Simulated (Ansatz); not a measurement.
Mo22S43 (cell charge −1, with a compensating background) (cell with a defect)

Mo22S43 (cell charge −1, with a compensating background) (cell with a defect), 65 atoms, a = 8.43 Å, b = 11.48 Å, c = 14.81 Å, α = 90.00°, β = 90.00°, γ = 93.00°.

Spin-polarised.

The calculation used DFT PBE, scalar-relativistic, plane waves, PAW (Ansatz).

In a PAW calculation such maps are meaningful between the atoms, not at the nuclei.

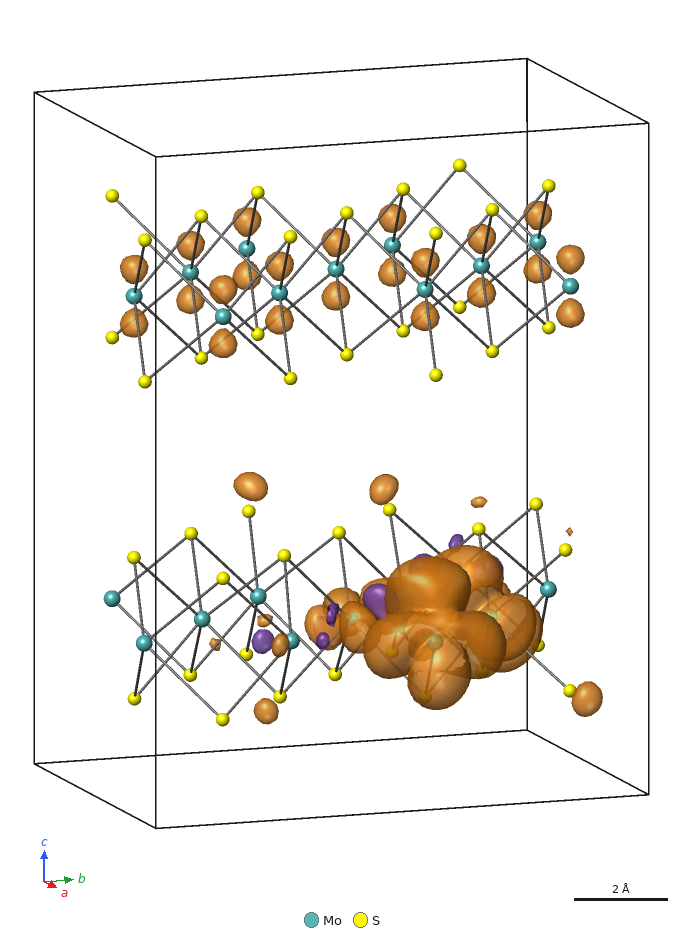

Figure 1. Isosurfaces of the magnetisation density (up minus down) at +0.008 (orange) and −0.008 e/Å³ (purple), seen slightly off an axis. Sticks mark near contacts.

Q: Where is the spin, and how is it ordered?

A: The spin density sits on Mo: +0.3 μB in one cell of 65 atoms: with much of the spin spread outside that site. The cell of the calculation (65 atoms) carries 1.0 μB of net spin moment.

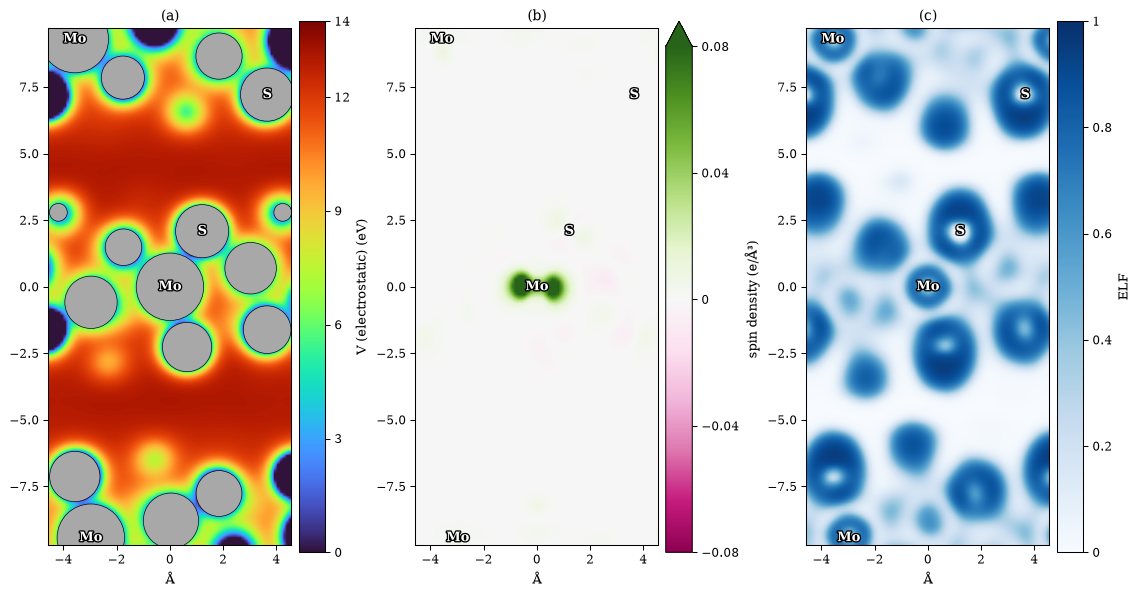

Figure 2. (a) electrostatic potential (local pseudopotential plus Hartree) felt by an electron; (b) spin density; (c) ELF on the (011̄) plane of the calculation cell. Grey discs cover the atomic cores in the potential map.

Q: Describe what can be read from this map.

A: The section cuts through Mo and S sites.
Atoms just off the plane (Mo, 0.7 Å away and S, 0.3 Å away) can leave unmarked features too.
Mo–S (2.41 Å): the ELF peaks at about 0.85 in the valence shell of S, 0.8 Å from its nucleus, and is about 0.45 at the midpoint.
The features right at Mo lie inside the PAW spheres, where the map follows smoothed inner orbitals and isn't to be read closely.

Outside the cores the potential energy rises away from the atoms and is highest about 2.2 Å from the nearest atoms; its zero is arbitrary.
